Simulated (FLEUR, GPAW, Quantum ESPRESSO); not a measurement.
# Magnetic moment and magnetic energies of MnCuAs (P4/nmm) in LDA, PBEsol and PBE with three programs

An antiferromagnetic memory layer stores information in the direction of opposed moments, so its design needs the size of those moments and the energy that keeps them opposed. For tetragonal MnCuAs we examine how far both depend on the density functional and on the program. The magnetic energy gain is measured from the state without spin polarisation, and the energy of the opposed order from the parallel order, both per Mn atom. The net moment belongs to the parallel state, where the Mn spins add up; it is a common yardstick for the programs because it does not depend on an atomic sphere. The crystal is the same in every run, so changes of bond length play no part in the differences.

## How the numbers were made

One crystal, MnCuAs (P4/nmm), 6 atom(s) a primitive cell, from cells of the Materials Project database (relaxed there by DFT); the same crystal and atoms in all runs, the cell doubled where an order needs it. Quantum ESPRESSO 7.5, plane waves with GBRV 1.5 LDA or GBRV 1.5 PBE or GBRV 1.5 PBEsol pseudopotentials, cutoff 544 eV. GPAW 26.7.0, plane waves with GPAW's PAW setups, cutoff 550 eV. FLEUR MaX-R8.1, all-electron LAPW with Kmax 3.6 1/bohr. Fermi-Dirac smearing and k mesh are listed by row. Collinear spins, no spin-orbit coupling; moments start on Mn. The opposed order is +- (q in fractions of the primitive reciprocal vectors, signs in the order of the magnetic atoms); it reverses 4 of 4 magnetic neighbours at 3.36 Å and 0 of 4 magnetic neighbours at 3.70 Å. The same in all rows: Hubbard U (eV; U - J where no J is given): none.

Notes on method and selection:

- Each state is what a run reaches from typed starting moments; only a few collinear orders were started, so the lowest found need not be the ground state. Spin-orbit coupling is left out of these energies, which are free energies at the smearing width. A magnetic atom is one that was given a starting moment.
- Site moments count the spin inside each program's own atomic sphere, so they depend somewhat on its radius and leave out the spin between the spheres.
- The opposed order is the lowest of those finished most often; single rows may have found a lower one.
- Meshes and smearing differ between rows, which moves small energy differences by some meV.
- A cell is blank where the run behind it was not made, did not finish, lost its pattern of moments or is not comparable with the others.
- Quantum ESPRESSO sets the radius of an element's spheres to about 0.41 of its shortest distance to a neighbour.
- Where several measured values exist, one near their median is shown, and none where they scatter widely or belong to another phase or kind of order.
- Runs that did not converge, have known faults or may not be shown are not listed, and runs on Ansatz's PAW sets soft_1 and soft_2 are kept to separate tables.

Columns:

- magnetic energy gain (meV): energy of the run without spin polarisation less that of the parallel start, per magnetic atom (positive: magnetism is favoured), rows without U only.
- moment, opposed (μB): largest site spin moment of the opposed order.
- smearing, mesh: smearing width (eV) and k mesh of the primitive cell.
- net moment (μB): net spin moment from the parallel start, per magnetic atom.
- site moment (μB): largest site spin moment from the parallel start.
- E(opposed) - E(parallel) (meV): energy of the opposed order less that of the parallel order, per magnetic atom (positive: parallel is favoured).

## Computed values

| member | magnetic energy gain (meV) | moment, opposed (μB) | smearing, mesh | net moment (μB) | site moment (μB) | E(opposed) - E(parallel) (meV) |
| --- | --- | --- | --- | --- | --- | --- |
| QE, PBE | 973 | 3.40 | 0.05, 8×8×8 | 3.652 | 3.436 | −152.6 |
| QE, LDA | 673 | 3.21 | 0.1, 8×8×4 | 3.408 | 3.202 | −134.1 |
| GPAW, PBE | 908 | 3.37 | 0.05, 8×8×8 | 3.590 | 3.403 | −160.3 |
| FLEUR, PBEsol | 1004 | 3.54 | 0.05, 8×8×4 | ? | ? | ? |
| QE, PBEsol | – | 3.37 | 0.1, 10×10×6 | 3.593 | 3.378 | −140.9 |

Cells marked ? are withheld until the estimate has been made.

## Reading the trend

Within Quantum ESPRESSO the net moment rises from 3.408 μB in LDA to 3.593 in PBEsol and 3.652 in PBE. The full step is 3.652 − 3.408 = 0.244 μB per Mn. Changing the program at fixed functional, mesh and smearing width matters less: GPAW in PBE lies 3.652 − 3.590 = 0.062 μB below Quantum ESPRESSO.

The rise fits the known action of gradient corrections, which usually favour spin polarisation in a 3d shell. They widen the splitting between majority and minority Mn 3d states, and more electrons move to the majority side.

The energy gain reacts more strongly than the moment. From LDA to PBE in Quantum ESPRESSO it grows by 973 − 673 = 300 meV per Mn, a factor of 973 / 673 = 1.45, while the square of the net moment grows only by (3.652 / 3.408)² = 1.15. In a Stoner picture the gain is an exchange term proportional to the squared moment, less the band energy spent on polarising the electrons. A modest strengthening of exchange can therefore change the remainder by a large fraction.

The opposed order is lower than the parallel one in all four rows with both energies, by 134.1 to 160.3 meV per Mn. It has antiparallel neighbours at 3.36 Å and parallel ones at 3.70 Å. The preference for it over the parallel order thus survives the change of functional, although other orders may lie lower still. The difference between PBEsol and LDA in Quantum ESPRESSO, 140.9 − 134.1 = 6.8 meV, is comparable with the effect of the differing meshes.

In these four rows the site moments of the two orders agree within 0.04 μB. Mn thus carries a robust local moment, whose size depends more on the functional than on the order.

## Predicting the missing value

Plain estimates from the members shown:

- FLEUR, PBEsol, mean of the 4 members shown: 3.561 μB, standard deviation 0.092

We start from the Quantum ESPRESSO value in the same functional, 3.593 μB. The mean of all four members, 3.561, is pulled down by LDA, which gives a clearly smaller moment.

The two PBE rows offer one trial of this route. Predicting either from the other misses by 0.062 μB. The mean of the other three shown members misses GPAW by about 0.04 and Quantum ESPRESSO by about 0.12, so the support for our choice is modest and rests partly on the physics of the functional.

FLEUR's opposed site moment is 3.54 − 3.37 = 0.17 μB above that of Quantum ESPRESSO in PBEsol. A larger Mn sphere could account for this: in the parallel state of Quantum ESPRESSO, 3.593 − 3.378 = 0.215 μB per Mn lies outside the Mn sphere. Such a change of sphere would leave the net moment untouched.

FLEUR's energy gain of 1004 meV is odd, since it exceeds both PBE values where PBEsol would be expected below them. It may hint at a larger moment, but an error in the unpolarised reference energy would raise it too. We therefore apply no shift and take the 0.062 μB miss between programs as the standard deviation, giving 3.59 ± 0.06 μB per Mn.

**Committed estimate, FLEUR, PBEsol: net moment = 3.59 ± 0.06 μB.**

## The answer

| member | magnetic energy gain (meV) | moment, opposed (μB) | smearing, mesh | net moment (μB) | site moment (μB) | E(opposed) - E(parallel) (meV) |
| --- | --- | --- | --- | --- | --- | --- |
| FLEUR, PBEsol | 1004 | 3.54 | 0.05, 8×8×4 | 3.720 | 3.545 | −167.0 |

| member | estimate | net moment (μB) | computed | estimate − computed | miss in error bars |
| --- | --- | --- | --- | --- | --- |
| FLEUR, PBEsol | committed | 3.590 | 3.720 | −0.130 | 2.2 |
| FLEUR, PBEsol | mean | 3.561 | 3.720 | −0.159 |  |

net moment (μB) by member:

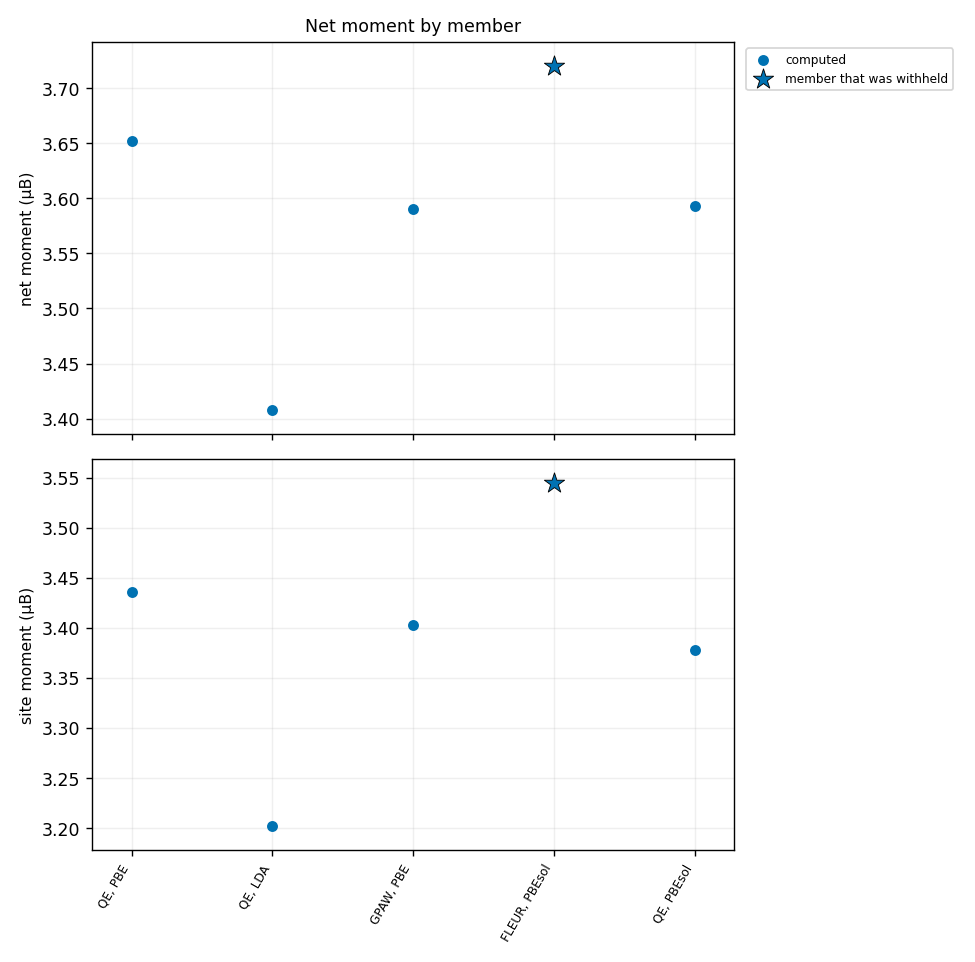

The estimate of 3.59 ± 0.06 μB fell outside its error bar. FLEUR gives 3.720 μB per Mn, which is 0.130 higher, or 2.2 error bars. The plain mean missed by 0.159, so starting from the same functional brought only a small gain.

Our main error was to put FLEUR's larger site moment down to its sphere. In the parallel state that site moment exceeds the Quantum ESPRESSO value in PBEsol by 3.545 − 3.378 = 0.167 μB, and the net moment, which needs no sphere, is also higher, by 3.720 − 3.593 = 0.127. Most of the excess is therefore a real difference between the two calculated spin densities. The high energy gain, which we had set aside as ambiguous, pointed the right way.

The result also corrects our view that the program matters less than the functional. The 0.127 μB between programs in PBEsol is about twice the step from PBEsol to PBE within Quantum ESPRESSO, 3.652 − 3.593 = 0.059, and about half the step from LDA to PBE.

## Residuals

Two rows stand apart, at opposite ends of the series.

FLEUR in PBEsol has the largest net moment, the largest energy gain and the strongest preference for the opposed order. That preference is 167.0 − 140.9 = 26.1 meV per Mn stronger than in Quantum ESPRESSO with the same functional. Mesh and smearing differ between these two rows, but they would normally move the moment by much less than 0.127 μB. One possible source is the treatment of the atomic core region: FLEUR keeps all electrons, whereas Quantum ESPRESSO uses pseudopotentials, which can respond differently to a large spin polarisation. FLEUR's basis or its implementation of PBEsol could equally be responsible. The table cannot decide between these causes, since it has no second all-electron row and no FLEUR row in another functional, so the excess should not be read as a proven error of the pseudopotentials.

Quantum ESPRESSO in LDA has the smallest net moment, 3.408 μB, and the smallest gain, 673 meV. Weaker exchange splitting of the Mn 3d states explains the sign of both. A minor part of its 300 meV deficit in gain against PBE comes from the wider smearing, which lowers the free energy of the unpolarised state more than that of the magnetic one.

## Conclusions

The opposed order lies below the parallel one in all five rows, by 134.1 to 167.0 meV per Mn, and the net moment spans 3.408 to 3.720 μB. Taking the moment from another program with the same functional misses by 0.062 μB in PBE and 0.127 in PBEsol. Over those four rows this is on average clearly worse than taking the mean of the other members, with a miss of about 0.09 μB against about 0.06, so an error of about 0.1 μB is realistic for a new one.

One measure of how firmly the moments are held opposed is the field that would force them parallel. It does not tell how stable the stored direction is, which depends on the magnetic anisotropy and so on spin-orbit coupling. For rigid classical moments on two sublattices it is 2ΔE/m, with ΔE the energy between the orders per Mn and m the net moment per Mn. With a Bohr magneton of about 0.058 meV/T, PBEsol in Quantum ESPRESSO gives 2 × 140.9 / (3.593 × 0.058) ≈ 1400 T, far beyond any magnet in a device.

A Hubbard U on Mn, absent here, would probably raise the moment further, so the spread of the table does not cover every choice of method.
